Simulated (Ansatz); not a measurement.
# TiO2: what SCF settings change, part 2 of 2

Wanted: the cost and the effect of other mixers, smearings and limits on one cell of TiO2. The cell (6 atoms) is TiO₂ in the deposited crystal structure (space group I4_1/amd). Source: COD entry 2310710; the sample's temperature and pressure aren't taken into account.

Ansatz 0.2.0; DFT r2SCAN, PAW, plane waves, scalar-relativistic. The steps go on from the part before.

### 5 Anderson, β 0.02, history 4, no preconditioner

The input, input.yaml:

```yaml
crystal:
  lattice:
    - [-1.936, 1.936, 4.808]
    - [1.936, -1.936, 4.808]
    - [1.936, 1.936, -4.808]
  atoms:
    - { symbol: Ti, position: [0.0, 0.0, 0.0], spin: 1.0 }
    - { symbol: Ti, position: [0.75, 0.25, 0.5], spin: 1.0 }
    - { symbol: O, position: [0.7868, 0.7868, 0.0] }
    - { symbol: O, position: [0.5368, 0.0368, 0.5] }
    - { symbol: O, position: [0.9632, 0.4632, 0.5] }
    - { symbol: O, position: [0.2132, 0.2132, 0.0] }
magnetization:
  spin_polarized: true
hamiltonian:
  xc: r2scan
  pseudopotentials: { kind: paw }
basis:
  ecutwfc: 500
kpoints:
  mp_grid: { grid: [5, 5, 7] }
scf:
  occupations: { method: fermi_dirac, width: 0.02 }
  lower_state_search: "off"
  algorithm: density_mixing
  max_iter: 70
  mixing: { algorithm: anderson, ndim: 4, beta: 0.02, preconditioner: none }
output:
  forces: true
  stress: true
```

Started as:

```
$ ansatz run input.yaml --threads 2 --pin off --max-ram 5120MiB --backend cpu --events-out ev --progress --plain --runs-dir out
```

Standard output, cut to the lines that bear on the results:

```text
[... 25 lines as in an earlier run ...]
Starting moments: Σ|m| = 2 μB on 2 of 6 sites
[... 2 lines as in an earlier run ...]
SCF iter   1: F=-7290.788746 eV  HF=-7291.941706 eV  |F-HF|=1.15e0  |Δ(HF+E_count)|=         —  Δρ=5.86e-2 (↑5.86e-2 ↓4.84e-2)  dr2=3.56e0  dr2_τ=1.98e-1  dr2_m=1.14e0  M=0.000 μB ∫|m|=0.506 μB  β_m=0.02  ethr=3.10e-3  ⟨swp⟩=6.0  Hψ=14122  notcnv=0
[...]
spin-set hold released at iteration 25 (site moments' squared step at or under half its running peak, from the soft ceiling on): the magnetisation degrees of freedom join the quasi-Newton model from the next iteration; the mixer history was flushed
[...]
SCF iter  60: F=-7292.418348 eV  HF=-7292.418348 eV  |F-HF|=1.20e-9  |Δ(HF+E_count)|=  4.02e-10  Δρ=1.60e-6 (↑1.26e-6 ↓1.60e-6)  dr2=6.24e-10  dr2_τ=2.77e-11  dr2_m=1.23e-9  M=0.000 μB ∫|m|=0.000 μB  ethr=1.76e-12  ⟨swp⟩=1.0  Hψ=7805  notcnv=0
WARN: the starting moments were not kept: the SCF closed with an absolute magnetisation of 4.6e-5 μB, where they sum to 2 μB in size (2 sites). That is at most 0.1 of that sum. Measured as dr2_m measures the in/out step, that magnetisation stands 4.1e-10 eV from none, at or under the [...]
[... 1 line as in an earlier run ...]
SCF converged after 60 iterations
Magnetization: 0.0000 μB (24.0000 up, 24.0000 down)
Absolute magnetization: 0.0000 μB (∫|ρ↑−ρ↓|, with the PAW one-centre terms)
Spin contamination: 0.0000 ħ² per cell (⟨S²⟩ above its minimum at these occupations)
Per-site moments (μB) at R_I (Å): [(-3.9890709056985196e-6, 0.8118309293245574), (-3.98907090582905e-6, 0.8118309293245572), (5.646867866148863e-6, 0.8118309293245574), (5.646867866144346e-6, 0.8118309293245574), (5.646867865928114e-6, 0.8118309293245574), (5.6468678658309265e-6, [...]
Free energy (F): -7292.418348 eV
[...]
E sigma→0 (E₀):  -7292.418348 eV
Fermi energy:    7.458807 eV
[... 30 lines left out: energy terms, forces, stress ...]
```

It took 1.7 min on 2 threads of Arm Neoverse V2, shared host; peak memory 0.66 GiB.

Compared with step 2: the same free energy; 60 iterations in place of 17.

### 6 Broyden, β 0.3, history 4, no preconditioner

input.yaml: that of step 5 with these lines changed.

```diff
@@ -26,3 +26,3 @@
   max_iter: 70
-  mixing: { algorithm: anderson, ndim: 4, beta: 0.02, preconditioner: none }
+  mixing: { algorithm: broyden, ndim: 4, beta: 0.3, preconditioner: none }
 output:
```

Started as:

```
$ ansatz run input.yaml --threads 2 --pin off --max-ram 5120MiB --backend cpu --events-out ev --progress --plain --runs-dir out
```

Standard output, cut to the lines that bear on the results:

```text
[... 25 lines as in an earlier run ...]
Starting moments: Σ|m| = 2 μB on 2 of 6 sites
[... 2 lines as in an earlier run ...]
SCF iter   1: F=-7290.788746 eV  HF=-7291.941706 eV  |F-HF|=1.15e0  |Δ(HF+E_count)|=         —  Δρ=5.86e-2 (↑5.86e-2 ↓4.84e-2)  dr2=3.56e0  dr2_τ=1.98e-1  dr2_m=1.14e0  M=0.000 μB ∫|m|=0.506 μB  β_m=0.30  ethr=3.10e-3  ⟨swp⟩=6.0  Hψ=14122  notcnv=0
[...]
spin-set hold released at iteration 7 (site moments contracting): the magnetisation degrees of freedom join the quasi-Newton model from the next iteration; the mixer history was flushed
[...]
SCF iter  20: F=-7292.418348 eV  HF=-7292.418348 eV  |F-HF|=6.00e-11  |Δ(HF+E_count)|=  6.28e-11  Δρ=2.53e-7 (↑2.30e-7 ↓2.53e-7)  dr2=1.61e-12  dr2_τ=1.54e-12  dr2_m=3.81e-11  M=0.000 μB ∫|m|=0.000 μB  ethr=1.00e-12  ⟨swp⟩=1.0  Hψ=7370  notcnv=0
WARN: the starting moments were not kept: the SCF closed with an absolute magnetisation of 1.2e-5 μB, where they sum to 2 μB in size (2 sites). That is at most 0.1 of that sum. Measured as dr2_m measures the in/out step, that magnetisation stands 2.9e-11 eV from none, at or under the [...]
[... 1 line as in an earlier run ...]
SCF converged after 20 iterations
Magnetization: 0.0000 μB (24.0000 up, 24.0000 down)
Absolute magnetization: 0.0000 μB (∫|ρ↑−ρ↓|, with the PAW one-centre terms)
Spin contamination: 0.0000 ħ² per cell (⟨S²⟩ above its minimum at these occupations)
Per-site moments (μB) at R_I (Å): [(-9.234140905178374e-7, 0.8118309293245574), (-9.234140907528933e-7, 0.8118309293245572), (1.5144603606510554e-6, 0.8118309293245574), (1.5144603605479779e-6, 0.8118309293245574), (1.5144603605811547e-6, 0.8118309293245574), (1.5144603605086694e-6, [...]
Free energy (F): -7292.418348 eV
[...]
E sigma→0 (E₀):  -7292.418348 eV
Fermi energy:    7.458792 eV
[... 30 lines left out: energy terms, forces, stress ...]
```

Run time: 40 s. Hardware: 2 threads of Arm Neoverse V2, shared host; peak memory 0.67 GiB.

Compared with step 2: the same free energy; 20 iterations in place of 17.

### 7 One k-point (Gamma), no switch to direct minimisation

input.yaml: that of step 6 with these lines changed.

```diff
@@ -20,3 +20,3 @@
 kpoints:
-  mp_grid: { grid: [5, 5, 7] }
+  mp_grid: { grid: [1, 1, 1] }
 scf:
@@ -26,3 +26,3 @@
   max_iter: 70
-  mixing: { algorithm: broyden, ndim: 4, beta: 0.3, preconditioner: none }
+  mixing: {}
 output:
```

Started as:

```
$ ansatz run input.yaml --threads 2 --pin off --max-ram 5120MiB --backend cpu --events-out ev --progress --plain --runs-dir out
```

Standard output, cut to the lines that bear on the results:

```text
[... 14 lines as in an earlier run ...]
Symmetry: 16 space group operations
Space group: I41/amd (ITA 141), of the structure as read, at distance tolerance 4.2e-5 Å
Magnetic group: BNS 141.551 (UNI 1211), of the structure as read, at distance tolerance 4.2e-5 Å
k-points: 1
[... 8 lines as in an earlier run ...]
Starting moments: Σ|m| = 2 μB on 2 of 6 sites
[... 2 lines as in an earlier run ...]
SCF iter   1: F=-7277.199523 eV  HF=-7283.480129 eV  |F-HF|=6.28e0  |Δ(HF+E_count)|=         —  Δρ=8.00e-2 (↑8.00e-2 ↓5.99e-2)  dr2=9.95e0  dr2_τ=3.69e-1  dr2_m=1.20e0  M=0.000 μB ∫|m|=0.423 μB  β_m=0.30  ethr=3.10e-3  ⟨swp⟩=6.0  Hψ=253  notcnv=0
[...]
[... 1 line as in an earlier run ...]
[...]
spin-set hold released at iteration 7 (site moments contracting): the magnetisation degrees of freedom join the quasi-Newton model from the next iteration; the mixer history was flushed
[...]
WARN: the starting moments were not kept: the SCF closed with an absolute magnetisation of 1.0e-5 μB, where they sum to 2 μB in size (2 sites). That is at most 0.1 of that sum. Measured as dr2_m measures the in/out step, that magnetisation stands 1.8e-11 eV from none, at or under the [...]
Magnetization: 0.0000 μB (24.0000 up, 24.0000 down)
Absolute magnetization: 0.0000 μB (∫|ρ↑−ρ↓|, with the PAW one-centre terms)
Spin contamination: 0.0000 ħ² per cell (⟨S²⟩ above its minimum at these occupations)
Per-site moments (μB) at R_I (Å): [(1.7015337569580897e-6, 0.8118309293245574), (1.7015337569474157e-6, 0.8118309293245572), (-1.1346966101559846e-6, 0.8118309293245574), (-1.134696610032218e-6, 0.8118309293245574), (-1.1346966099911232e-6, 0.8118309293245574), (-1.1346966101176767e-6, [...]
Free energy (F): -7282.512421 eV
[...]
E sigma→0 (E₀):  -7282.512421 eV
Fermi energy:    7.209939 eV
[...]
--- Forces (eV/Å), atoms counted from 1 ---
  atom   1  Ti    -0.00000000     0.00000000    -0.00000000
  atom   2  Ti     0.00000000     0.00000000    -0.00000000
  atom   3  O     -0.00000000     0.00000000     7.48457646
  atom   4  O     -0.00000000     0.00000000     7.48457646
  atom   5  O      0.00000000     0.00000000    -7.48457646
  atom   6  O      0.00000000     0.00000000    -7.48457646
[...]
--- Stress (GPa, compression-positive) ---
       13.319594       0.000000      -0.000000
        0.000000      13.319594      -0.000000
       -0.000000      -0.000000      -2.636277
  P = ⅓ Tr σ = 8.0010 GPa (80.010 kbar)
```

Wall time 6.9 s (2 threads of Arm Neoverse V2, shared host); peak memory 0.46 GiB.

It takes 18 iterations (default 17). Against the default run: free energy shifted by +1651 meV/atom, forces change by up to 6.673 eV/Å, pressure 8.0 GPa against -13.2.

The setting is a deliberately weak one: read the shift, not the values.

### 8 Comparison

| step | settings | iterations | time | against the default run |
| --- | --- | --- | --- | --- |
| 2 | default SCF settings | 17 | 35 s | reference |
| 3 | linear mixing, β 0.7, Kerker | 47 | 69 s | the same free energy |
| 4 | cold smearing, width 2.0 eV | 21 | 45 s | free energy shifted by +297 meV/atom, zero-width estimate shifted by +106 meV/atom, so these numbers say nothing of the material, forces change by up to 0.264 eV/Å, pressure -16.0 GPa against -13.2 |
| 5 | Anderson, β 0.02, history 4, no preconditioner | 60 | 1.7 min | the same free energy |
| 6 | Broyden, β 0.3, history 4, no preconditioner | 20 | 40 s | the same free energy |
| 7 | one k-point (Gamma), no switch to direct minimisation | 18 | 6.9 s | free energy shifted by +1651 meV/atom, forces change by up to 6.673 eV/Å, pressure 8.0 GPa against -13.2 |

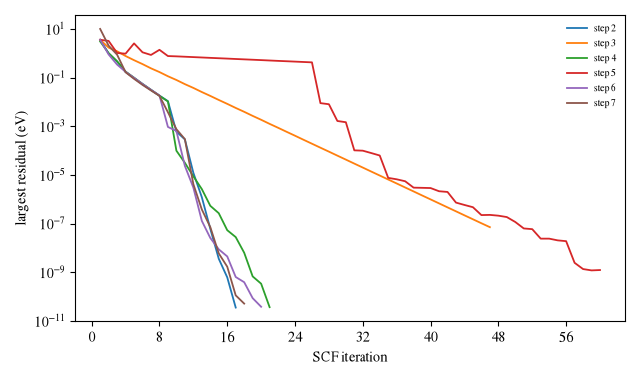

Residual along the iterations.

### 9 Results

This closing draws on all 2 parts.

| quantity | value |
| --- | --- |
| default run | 17 iterations, non-magnetic, a gap of 2.18 eV on the k-mesh |
| fewest iterations to that state among the runs shown | 17 (default SCF settings) |
| most iterations to it | 60 (Anderson, β 0.02, history 4, no preconditioner) |
| runs that end in another state, among changes of path alone | 0 |
| largest shift of the free energy by occupations, cutoff, mesh or field | +1651 meV/atom (one k-point (Gamma), no switch to direct minimisation) |

**Reading.** The default and the runs that change only the path, 4 in all, end in one state, in 17 to 60 iterations. Occupations, cutoff, mesh and fields change the problem that is solved, not just the path; the largest shift here is that of “one k-point (Gamma), no switch to direct minimisation”. Other settings tried on this cell gave no result: iteration limit 12 (not converged after 12 iterations, still settling); iteration limit 8 (not converged after 8 iterations, still settling); fixed occupations (input refused); linear mixing, β 0.1, no preconditioner (not converged after 70 iterations, still settling). Counts include iterations that the program adds to test a close, so a difference of one or two ranks nothing. The starting density is a sum of atomic densities. The mesh has less symmetry than the lattice, which lowers the symmetry of the run.
